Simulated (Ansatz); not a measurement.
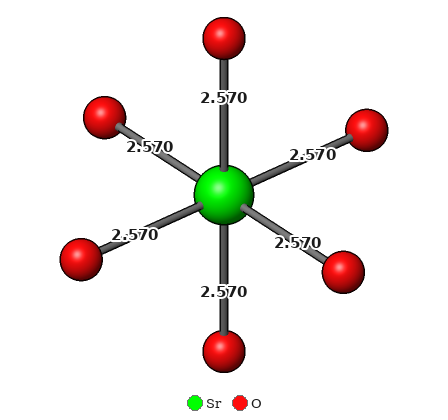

The surroundings of site Sr1 (at 0.000, 0.000, 0.000) in SrO (Fm-3m, No. 225), with bond lengths in Å.

Source of the atomic positions: a calculation's input that goes back to an entry of the Crystallography Open Database (an earlier step may have relaxed or displaced it).

```xyz
8
Lattice="5.1396 0.0000 0.0000 0.0000 5.1396 0.0000 0.0000 0.0000 5.1396" Properties=species:S:1:pos:R:3 pbc="T T T"
Sr    0.0000    0.0000    0.0000
O     2.5698    0.0000    0.0000
Sr    0.0000    2.5698    2.5698
O     2.5698    2.5698    2.5698
Sr    2.5698    0.0000    2.5698
O     0.0000    0.0000    2.5698
Sr    2.5698    2.5698    0.0000
O     0.0000    2.5698    0.0000
```

Bond valence s = exp((R0 − d)/b), R0 fitted to published crystal structures with b = 0.37 Å; R0 in Å: Sr2+–O 2.105.

Calculate the bond-valence sum of Sr1 from the bonds drawn.

6 × 0.285 = 1.71 v.u., against a formal valence of 2: underbonded (bonds long for this ion) by 0.29.

And over the whole structure?

| site | x, y, z | formal valence | bond-valence sum | difference |
| --- | --- | --- | --- | --- |
| Sr1 | 0.000, 0.000, 0.000 | +2 | 1.72 | -0.28 |
| O1 | 0.500, 0.000, 0.000 | −2 | 1.72 | -0.28 |

These sums include all anions within 5 Å. The global instability index (root mean square of the differences over all atoms) is 0.28 v.u.: above 0.2, which by the usual rule of thumb marks a strained structure. The cell was not relaxed for this table, and a volume that is off by a few per cent shifts all sums together.
